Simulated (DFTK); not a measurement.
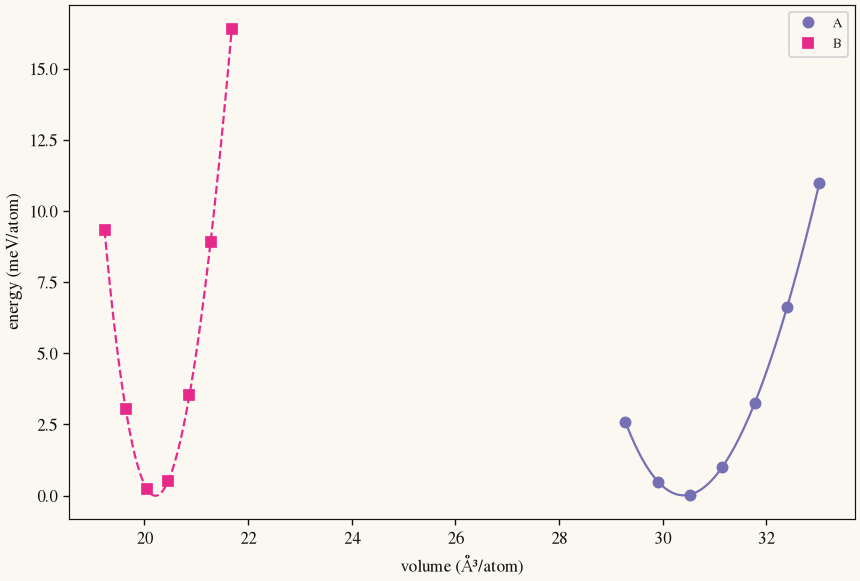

The figure compares two calculations of the energy against volume, each curve from its own zero. The first is for KCl, space group Fm-3m (No. 225).

The cell holds 2 atoms.

Method: plane-wave DFT, no spin polarisation; energies at scaled volumes of the given cell, shape and fractions fixed, counted from the fit's minimum, third-order Birch-Murnaghan fit (DFTK 0.8.2). Level: PBEsol.

- k mesh: 7×7×7
- occupations: Fermi–Dirac
- smearing width: 0.05 eV
- potentials: dojo.nc.sr.pbesol.v0_4_1.standard
- wave cutoff: 1007 eV

In the second, K is replaced by Ag on all its sites, which gives AgCl in the same structure. The second calculation uses wave cutoff 1115.6668 eV and k mesh 8×8×8.

Which of A and B is the second calculation, and what did the change do?

B. The equilibrium volume falls from 30.41 to 20.21 Å³/atom (−34 %) and the bulk modulus rises from 18.4 to 56.7 GPa (+208 %).

V0 and the bulk modulus come from third-order Birch–Murnaghan fits.
